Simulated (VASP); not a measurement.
# CdTe with PBE + D3(BJ): from relaxation to properties, part 4 of 4

What structure does CdTe take at this level, and what are its properties? The start is a cell from a database of measured crystal structures.

VASP 6.6.1, plane waves and PAW; the level of theory is named at each step.

Still holding for the runs below: Spin-orbit coupling is off here; with elements this heavy it splits and shifts levels by tenths of an eV or more.

So far, gap on the k-mesh (eV): step 2 (relaxing cell and atoms (PBE + D3(BJ)), PBE with D3(BJ)) 0.725; step 6 (density of states (PBE + D3(BJ)), PBE with D3(BJ)) 0.729; step 7 (independent-particle dielectric function (PBE + D3(BJ)), PBE with D3(BJ)) 0.729; step 8 (core-level energies (PBE + D3(BJ)), PBE with D3(BJ)) 0.725; step 10 (starting orbitals for the hybrid, PBE) 0.717.

## (11) Bands along the symmetry lines (HSE06)

This step: HSE06; plane waves and PAW (Cd, Te) (VASP 6.6.1).

HSE06 mixes in a quarter of exact exchange at short range, at far higher cost; in semiconductors this cures much of the gap error, while metals seldom gain.

The input, INCAR:

```
SYSTEM = CdTe
PREC = Accurate
ENCUT = 400
EDIFF = 1E-06
NELM = 100
ISMEAR = 0
SIGMA = 0.05
LREAL = .FALSE.
ALGO = Normal
LHFCALC = .TRUE.
AEXX = 0.25
GGA = PE
HFSCREEN = 0.2
LASPH = .TRUE.
NBANDS = 15
PRECFOCK = Fast
LORBIT = 11
LWAVE = .FALSE.
LCHARG = .FALSE.
KPAR = 2
```

The input, POSCAR:

```
CdTe
1.0
    0.0000000000      3.2547367159      3.2547367159
    3.2547367159      0.0000000000      3.2547367159
    3.2547367159      3.2547367159      0.0000000000
Cd Te
1 1
Direct
    0.0000000000      0.0000000000      0.0000000000
    0.2500000000      0.2500000000      0.2500000000
```

The input, KPOINTS:

```
Automatic mesh
0
Gamma
4 4 4
0 0 0
```

The input, KPOINTS_OPT:

```
Line mode
6
Line-mode
Reciprocal
  0.00000000   0.00000000   0.00000000 GAMMA
  0.50000000   0.00000000   0.50000000 X

  0.50000000   0.00000000   0.50000000 X
  0.50000000   0.25000000   0.75000000 W

  0.50000000   0.25000000   0.75000000 W
  0.37500000   0.37500000   0.75000000 K

  0.37500000   0.37500000   0.75000000 K
  0.00000000   0.00000000   0.00000000 GAMMA

  0.00000000   0.00000000   0.00000000 GAMMA
  0.50000000   0.50000000   0.50000000 L

  0.50000000   0.50000000   0.50000000 L
  0.62500000   0.25000000   0.62500000 U

  0.62500000   0.25000000   0.62500000 U
  0.50000000   0.25000000   0.75000000 W

  0.50000000   0.25000000   0.75000000 W
  0.50000000   0.50000000   0.50000000 L

  0.50000000   0.50000000   0.50000000 L
  0.37500000   0.37500000   0.75000000 K

  0.62500000   0.25000000   0.62500000 U
  0.50000000   0.00000000   0.50000000 X
```

The projector-augmented-wave data sets are Cd and Te (PBE family, release 64).

The WAVECAR or CHGCAR of an earlier step is read.

Command:

```console
$ mpirun -np 2 vasp_std
```

Log:

```text
[banner, memory and clock lines left out]
running    2 mpi-ranks, on    1 nodes
 distrk:  each k-point on    1 cores,    2 groups
 distr:  one band on    1 cores,    1 groups

 POSCAR found type information on POSCAR CdTe
 POSCAR found :  2 types and       2 ions
 LDA part: xc-table for (Slater+PW92), standard interpolation
 found WAVECAR, reading the header
 POSCAR, INCAR and KPOINTS ok, starting setup
 FFT: planning ... GRIDC
 FFT: planning ... GRID_SOFT
 FFT: planning ... GRID
 reading WAVECAR
 the WAVECAR file was read successfully
 initial charge from wavefunction
 entering main loop
       N       E                     dE             d eps       ncg     rms          rms(c)
DAV:   1    -0.599534478345E+01   -0.59953E+01   -0.11460E+00   240   0.813E+00    0.943E+00
DAV:   2    -0.600225036742E+01   -0.69056E-02   -0.51209E-02   275   0.258E+00    0.617E+00
DAV:   3    -0.600135116280E+01    0.89920E-03   -0.36318E-03   339   0.694E-01    0.379E+00
DAV:   4    -0.600107922993E+01    0.27193E-03   -0.31693E-04   275   0.174E-01    0.226E+00
DAV:   5    -0.600100615388E+01    0.73076E-04   -0.73275E-05   254   0.676E-02    0.136E+00
DAV:   6    -0.600099104364E+01    0.15110E-04   -0.17997E-05   268   0.337E-02    0.815E-01
DAV:   7    -0.600098776629E+01    0.32774E-05   -0.26352E-06   229   0.148E-02    0.489E-01
DAV:   8    -0.600098779510E+01   -0.28813E-07   -0.81829E-07   190   0.835E-03
   1 F= -.60009878E+01 E0= -.60009878E+01  d E =-.124486E-15
 Start KPOINTS_OPT (optional k-point list driver)
k-point batch [1-8\60]
       N       E                     dE             ncg
DAV:   1     0.187287165878E+03   -0.24286E+04      240
DAV:   2    -0.729007097294E+03   -0.91629E+03      268
DAV:   3    -0.774941439054E+03   -0.45934E+02      303
DAV:   4    -0.775650544189E+03   -0.70911E+00      388
DAV:   5    -0.775654964758E+03   -0.44206E-02      296
DAV:   6    -0.775654997713E+03   -0.32955E-04      353
DAV:   7    -0.775654998147E+03   -0.43344E-06      225
[...]
k-point batch [57-60\60]
       N       E                     dE             ncg
DAV:   1     0.208592003884E+04   -0.19937E+04      120
DAV:   2     0.164429684089E+04   -0.44162E+03      141
DAV:   3     0.162383512998E+04   -0.20462E+02      155
DAV:   4     0.162352052734E+04   -0.31460E+00      187
DAV:   5     0.162351864186E+04   -0.18855E-02      148
DAV:   6     0.162351863013E+04   -0.11731E-04      180
DAV:   7     0.162351862997E+04   -0.15675E-06      116
```

The job ended after 9.1 min (2 MPI ranks of AMD EPYC 9R14 (Zen 4), shared host; peak memory 0.51 GiB; 18 min of CPU time).

Parts of OUTCAR (step 11):

```text
   k-points           NKPTS =      8   k-points in BZ     NKDIM =     64   number of bands    NBANDS=     15

   NELECT =      18.0000    total number of electrons

  exchange ACFDT corr.  =         0.00000000  see jH, gK, PRB 81, 115126

 E-fermi :   1.9952

 k-point     1 :       0.0000    0.0000    0.0000
  band No.  band energies     occupation
    ...
      5      -7.5868      2.00000
      6      -7.5868      2.00000
      7       1.7214      2.00000
      8       1.7214      2.00000
      9       1.7214      2.00000
     10       3.2578      0.00000
     11       7.2172      0.00000
     12       7.2172      0.00000
     13       7.2172      0.00000
     14      10.2267      0.00000
    ...

 POSITION                                       TOTAL-FORCE (eV/Angst)
 -----------------------------------------------------------------------------------
      0.00000      0.00000      0.00000        -0.000000      0.000000     -0.000000
      1.62737      1.62737      1.62737         0.000000     -0.000000      0.000000
 -----------------------------------------------------------------------------------
    total drift:                               -0.000012     -0.000015     -0.000007

  FREE ENERGIE OF THE ION-ELECTRON SYSTEM (eV)
  ---------------------------------------------------
  free  energy   TOTEN  =        -6.0009877951 eV

  energy  without entropy=       -6.0009877951  energy(sigma->0) =       -6.00098780

[... 7 parts as in an earlier step ...]

[... 9 further parts left out ...]
```

The k-mesh is coarse for exact exchange; levels may shift by about 0.1 eV on a finer one. The PAW data sets were made with PBE, which is usual practice but a small mismatch for other functionals.

This step gave:

```yaml
scf_cycles: 8
free_energy_toten: -6.001 eV
fermi_energy: 1.995 eV
least_gap_on_mesh_and_path: 1.536 eV
least_direct_gap_on_mesh_and_path: 1.536 eV
```

The electronic bands at the labelled points (eV, zero at the valence-band top; v1 is the highest filled band, c1 the lowest empty one):

```csv
point,v4,v3,v2,v1,c1,c2,c3,c4
Γ,-9.31,0.00,0.00,0.00,1.54,5.50,5.50,5.50
X,-8.69,-4.54,-1.95,-1.95,3.32,3.49,9.93,10.32
W,-8.61,-4.38,-2.45,-2.28,5.24,5.46,6.47,7.16
K,-8.65,-4.41,-2.68,-1.62,3.69,5.41,8.31,8.51
Γ,-9.31,0.00,0.00,0.00,1.54,5.50,5.50,5.50
L,-8.87,-4.66,-0.81,-0.81,2.62,6.08,6.08,7.99
U,-8.65,-4.41,-2.68,-1.62,3.69,5.41,8.31,8.51
W,-8.61,-4.38,-2.45,-2.28,5.24,5.46,6.47,7.16
L,-8.87,-4.66,-0.81,-0.81,2.62,6.08,6.08,7.99
K,-8.65,-4.41,-2.68,-1.62,3.69,5.41,8.31,8.51
jump to U,-8.65,-4.41,-2.68,-1.62,3.69,5.41,8.31,8.51
X,-8.69,-4.54,-1.95,-1.95,3.32,3.49,9.93,10.32
```

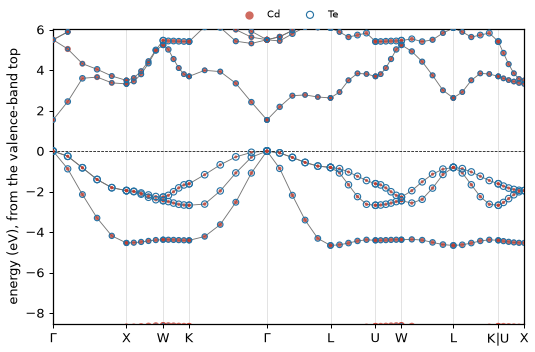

Electronic bands along the path; dots are coloured as in the legend, and their area grows with the weight.

The gap moves by +0.81 eV against PBE with D3(BJ), which ran on another mesh.

## (12) Bands along the symmetry lines (TB-mBJ)

This step: TB-mBJ; plane waves and PAW (Cd, Te) (VASP 6.6.1).

Levels along the symmetry lines show where the bands peak and cross; KPOINTS_OPT computes them in the converged potential. TB-mBJ is a local potential fitted to gaps: it costs far less than a hybrid but gives no energy.

The input, INCAR:

```
SYSTEM = CdTe
PREC = Accurate
ENCUT = 400
EDIFF = 1E-06
NELM = 150
ISMEAR = 0
SIGMA = 0.05
LREAL = .FALSE.
ALGO = Normal
METAGGA = MBJ
LASPH = .TRUE.
NBANDS = 21
LORBIT = 11
LWAVE = .FALSE.
LCHARG = .FALSE.
KPAR = 2
```

POSCAR is that of step 11.

The input, KPOINTS:

```
Automatic mesh
0
Gamma
5 5 5
0 0 0
```

KPOINTS_OPT, as its differences from that of step 11:

```diff
@@ -1,3 +1,3 @@
 Line mode
-6
+16
 Line-mode
```

Command:

```console
$ mpirun -np 2 vasp_std
```

Log:

```text
[banner, memory and clock lines left out]
running    2 mpi-ranks, on    1 nodes
 distrk:  each k-point on    1 cores,    2 groups
 distr:  one band on    1 cores,    1 groups

 POSCAR found type information on POSCAR CdTe
 POSCAR found :  2 types and       2 ions
|                                                                             |
|               ----> ADVICE to this user running VASP <----                  |
|                                                                             |
|     You enforced a specific xc type in the INCAR file but a different       |
|     [... a line on the potential file left out ...]
|     I HOPE YOU KNOW WHAT YOU ARE DOING!                                     |
|                                                                             |

 LDA part: xc-table for (None), standard interpolation
 POSCAR, INCAR and KPOINTS ok, starting setup
 FFT: planning ... GRIDC
 FFT: planning ... GRID_SOFT
 FFT: planning ... GRID
 WAVECAR not read
 entering main loop
       N       E                     dE             d eps       ncg     rms          rms(c)
DAV:   1     0.684655141714E+03    0.68466E+03   -0.69923E+03   428   0.596E+02
DAV:   2     0.595224861560E+03   -0.89430E+02   -0.85012E+02   485   0.177E+02
DAV:   3     0.592104272498E+03   -0.31206E+01   -0.31081E+01   493   0.334E+01
DAV:   4     0.592081939392E+03   -0.22333E-01   -0.22332E-01   478   0.259E+00
DAV:   5     0.592081520389E+03   -0.41900E-03   -0.41900E-03   495   0.320E-01    0.694E+00
DAV:   6     0.591844578249E+03   -0.23694E+00   -0.67099E+00   468   0.198E+01    0.100E+01
DAV:   7     0.592445133422E+03    0.60056E+00   -0.65517E-01   440   0.489E+00    0.689E+00
DAV:   8     0.592562297664E+03    0.11716E+00   -0.10272E-01   460   0.183E+00    0.474E+00
DAV:   9     0.592847196431E+03    0.28490E+00   -0.25569E-02   470   0.914E-01    0.298E+00
DAV:  10     0.593040954045E+03    0.19376E+00   -0.24113E-02   485   0.689E-01    0.200E+00
DAV:  11     0.593034006843E+03   -0.69472E-02   -0.36727E-03   473   0.376E-01    0.216E+00
DAV:  12     0.593025150044E+03   -0.88568E-02   -0.10785E-03   450   0.142E-01    0.223E+00
DAV:  13     0.592908166453E+03   -0.11698E+00   -0.10632E-02   450   0.501E-01    0.295E+00
DAV:  14     0.593131671215E+03    0.22350E+00   -0.42867E-02   445   0.119E+00    0.135E+00
DAV:  15     0.593316389736E+03    0.18472E+00   -0.46902E-02   465   0.892E-01    0.573E-01
DAV:  16     0.593731745974E+03    0.41536E+00   -0.75431E-02   460   0.129E+00    0.161E+00
DAV:  17     0.593632707919E+03   -0.99038E-01   -0.36893E-02   465   0.134E+00    0.503E-01
DAV:  18     0.593483286068E+03   -0.14942E+00   -0.34323E-02   455   0.756E-01    0.402E-01
DAV:  19     0.593477878241E+03   -0.54078E-02   -0.41631E-03   455   0.397E-01    0.350E-01
DAV:  20     0.593425808833E+03   -0.52069E-01   -0.10443E-03   445   0.190E-01    0.423E-01
DAV:  21     0.593383275354E+03   -0.42533E-01   -0.22876E-03   460   0.201E-01    0.543E-01
DAV:  22     0.593487490079E+03    0.10421E+00   -0.92254E-03   450   0.495E-01    0.517E-01
DAV:  23     0.593235556696E+03   -0.25193E+00   -0.37643E-02   455   0.120E+00    0.150E+00
DAV:  24     0.593167493145E+03   -0.68064E-01   -0.21489E-02   473   0.697E-01    0.162E+00
DAV:  25     0.592988792336E+03   -0.17870E+00   -0.14481E-02   470   0.688E-01    0.274E+00
DAV:  26     0.592984111384E+03   -0.46810E-02   -0.50689E-03   473   0.422E-01    0.264E+00
DAV:  27     0.593057104705E+03    0.72993E-01   -0.63474E-03   455   0.457E-01    0.212E+00
DAV:  28     0.593276609000E+03    0.21950E+00   -0.32972E-02   465   0.960E-01    0.842E-01
DAV:  29     0.593435877077E+03    0.15927E+00   -0.21426E-02   485   0.607E-01    0.214E-01
DAV:  30     0.593604283616E+03    0.16841E+00   -0.12320E-02   473   0.511E-01    0.534E-01
[...]
DAV:  54     0.593501661676E+03   -0.15002E-03   -0.90067E-09   255   0.513E-04    0.306E-04
DAV:  55     0.593501631495E+03   -0.30182E-04   -0.35188E-09   245   0.391E-04    0.422E-04
DAV:  56     0.593501564230E+03   -0.67265E-04   -0.15732E-09   255   0.200E-04    0.106E-04
DAV:  57     0.593501568484E+03    0.42543E-05   -0.10243E-09   250   0.207E-04    0.217E-04
DAV:  58     0.593501560163E+03   -0.83211E-05   -0.17842E-10   255   0.838E-05    0.141E-04
DAV:  59     0.593501553434E+03   -0.67295E-05   -0.84359E-11   250   0.435E-05    0.949E-05
DAV:  60     0.593501548235E+03   -0.51990E-05   -0.84270E-12   255   0.178E-05    0.733E-05
DAV:  61     0.593501531136E+03   -0.17099E-04   -0.14537E-10   250   0.574E-05    0.627E-06
DAV:  62     0.593501535065E+03    0.39294E-05   -0.78187E-11   255   0.593E-05    0.441E-05
DAV:  63     0.593501531239E+03   -0.38259E-05   -0.10438E-11   245   0.245E-05    0.181E-05
DAV:  64     0.593501529124E+03   -0.21151E-05   -0.18082E-11   255   0.146E-05    0.850E-06
DAV:  65     0.593501528617E+03   -0.50678E-06   -0.38082E-12   255   0.486E-06
   1 F= 0.59350153E+03 E0= 0.59350153E+03  d E =-.255142E-19
 Start KPOINTS_OPT (optional k-point list driver)
k-point batch [1-10\160]
       N       E                     dE             ncg
DAV:   1     0.365177087516E+03   -0.70263E+03      428
DAV:   2    -0.617450545009E+03   -0.98263E+03      490
DAV:   3    -0.655686846096E+03   -0.38236E+02      485
DAV:   4    -0.655940648158E+03   -0.25380E+00      488
DAV:   5    -0.655944186732E+03   -0.35386E-02      523
DAV:   6    -0.655944267080E+03   -0.80348E-04      485
DAV:   7    -0.655944269327E+03   -0.22477E-05      459
DAV:   8    -0.655944269387E+03   -0.59136E-07      333
[...]
k-point batch [151-160\160]
       N       E                     dE             ncg
DAV:   1     0.176671456130E+03   -0.46588E+04      436
DAV:   2    -0.702455045528E+03   -0.87913E+03      481
DAV:   3    -0.732262117338E+03   -0.29807E+02      528
DAV:   4    -0.732479919045E+03   -0.21780E+00      475
DAV:   5    -0.732483925086E+03   -0.40060E-02      531
DAV:   6    -0.732484025866E+03   -0.10078E-03      498
DAV:   7    -0.732484028808E+03   -0.29422E-05      539
DAV:   8    -0.732484028880E+03   -0.71699E-07      364
```

Elapsed: 84 s, on 2 MPI ranks; peak memory 0.31 GiB.

Parts of OUTCAR (step 12):

```text
   NELECT =      18.0000    total number of electrons

 E-fermi :   2.6266

 k-point     1 :       0.0000    0.0000    0.0000
  band No.  band energies     occupation
    ...
      5      -5.7044      2.00000
      6      -5.7044      2.00000
      7       2.3191      2.00000
      8       2.3191      2.00000
      9       2.3193      2.00000
     10       4.1103      0.00000
     11       7.5104      0.00000
     12       7.5104      0.00000
     13       7.5120      0.00000
     14      10.8856      0.00000
    ...

  Total      -15.2338154    -15.2338154    -15.2338154     -0.0000000      0.0000000     -0.0000000
  in kB     -353.9498121   -353.9498121   -353.9498121     -0.0000000      0.0000000     -0.0000000
  external PRESSURE =    -353.9498121 kB  Pullay stress =       0.0000000 kB

 POSITION                                       TOTAL-FORCE (eV/Angst)
 -----------------------------------------------------------------------------------
      0.00000      0.00000      0.00000         0.000000      0.000000      0.000000
      1.62737      1.62737      1.62737        -0.000000     -0.000000     -0.000000
 -----------------------------------------------------------------------------------
    total drift:                                0.000050      0.000050      0.000050

  FREE ENERGIE OF THE ION-ELECTRON SYSTEM (eV)
  ---------------------------------------------------
  free  energy   TOTEN  =       593.5015286175 eV

  energy  without entropy=      593.5015286175  energy(sigma->0) =      593.50152862

[... 8 parts as in an earlier step ...]

[... 9 further parts left out ...]
```

This functional is a potential without an energy, so its energies, forces and stress mean nothing and are not read.

This step gave:

| Quantity | Value |
| --- | --- |
| SCF cycles | 65 |
| bands | 21 |
| irreducible k-points | 10 |
| Fermi energy | 2.627 eV |
| least gap on mesh and path | 1.791 eV |
| least direct gap on mesh and path | 1.791 eV |

The electronic bands at the labelled points (eV, zero at the valence-band top; v1 is the highest filled band, c1 the lowest empty one):

```csv
point,v4,v3,v2,v1,c1,c2,c3,c4
Γ,-8.02,0.00,0.00,0.00,1.79,5.19,5.19,5.19
X,-7.51,-3.83,-1.65,-1.65,3.30,3.38,9.56,9.80
W,-7.44,-3.69,-2.07,-1.91,4.75,5.24,6.29,6.89
K,-7.48,-3.72,-2.25,-1.36,3.58,5.08,7.93,7.95
Γ,-8.02,0.00,0.00,0.00,1.79,5.19,5.19,5.19
L,-7.66,-3.94,-0.68,-0.68,2.64,5.70,5.70,8.00
U,-7.48,-3.72,-2.25,-1.36,3.58,5.08,7.93,7.95
W,-7.44,-3.69,-2.07,-1.91,4.75,5.24,6.29,6.89
L,-7.66,-3.94,-0.68,-0.68,2.64,5.70,5.70,8.00
K,-7.48,-3.72,-2.25,-1.36,3.58,5.08,7.93,7.95
jump to U,-7.48,-3.72,-2.25,-1.36,3.58,5.08,7.93,7.95
X,-7.51,-3.83,-1.65,-1.65,3.30,3.38,9.56,9.80
```

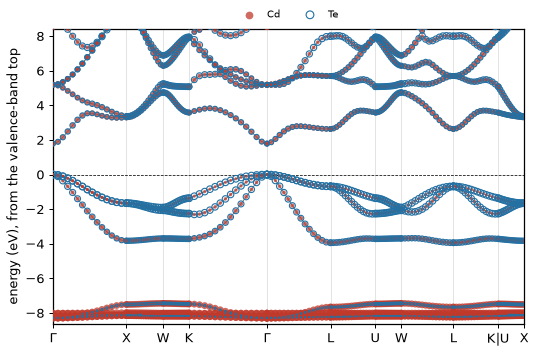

Electronic bands along the path; dots are coloured as in the legend, and their area grows with the weight.

The gap moves by +1.07 eV against PBE with D3(BJ).

## (13) Results

| Item | Value |
| --- | --- |
| relaxed volume | 34.48 Å³/atom |
| relaxed conventional cell a, b, c | 6.509, 6.509, 6.509 Å |
| space group after relaxing, within 0.02 Å | F-43m (No. 216) |
| band gap | 0.724 eV, direct |
| gap among the points of the DOS mesh alone, an upper bound | 0.729 eV |
| strongest peak of ε2, mean over directions | 4.30 eV |
| shallowest level of the frozen cores | Te2 4d, 35.9 eV deep |
| band gap (PBE + D3(BJ) + SOC) | 0.449 eV, direct |
| band gap (HSE06) | 1.54 eV, direct |
| band gap (TB-mBJ) | 1.79 eV, direct |

With PBE + D3(BJ), CdTe relaxes to 34.48 Å³/atom in space group F-43m (held by the symmetry of the run) and has a direct gap of 0.724 eV (1.54 eV with HSE06). Against the listed cell the volume lies +1.4 %. Bands along the symmetry lines (PBE + D3(BJ)): On this path the gap is direct, 0.72 eV, with the valence top at Γ and the conduction bottom at Γ. Bands along the symmetry lines (PBE + D3(BJ) + SOC): The path shows a direct gap of 0.45 eV (valence top at Γ, conduction bottom at Γ). Bands along the symmetry lines (HSE06): The path shows a direct gap of 1.54 eV (valence top at Γ, conduction bottom at Γ). Bands along the symmetry lines (TB-mBJ): The path shows a direct gap of 1.79 eV (valence top at Γ, conduction bottom at Γ). The other levels ran on the cell relaxed with PBE + D3(BJ), and without spin-orbit coupling unless named. LASPH was switched on together with spin-orbit coupling, so shifts put down to the coupling hold both changes. Semilocal functionals usually underestimate gaps. No search among competing phases was made, and a listed structure need not be the one stable at ambient conditions. All values are for a static lattice at zero temperature.

[Lines on the potential files, build, host, timing and source positions are cut from VASP's logs without a mark.]

[Logs are printed without paths, hosts, clocks, repeated set-up lines and the standing remarks that a program may print on its own settings, such as how far it seeks lower states.]

[Hosts, paths, dates, database ids (printed as entryN), source tags and the programs' standing remarks are cut or masked in the printed files.]

[A measured line is paired with the nearest computed mode of its activity, which favours agreement.]
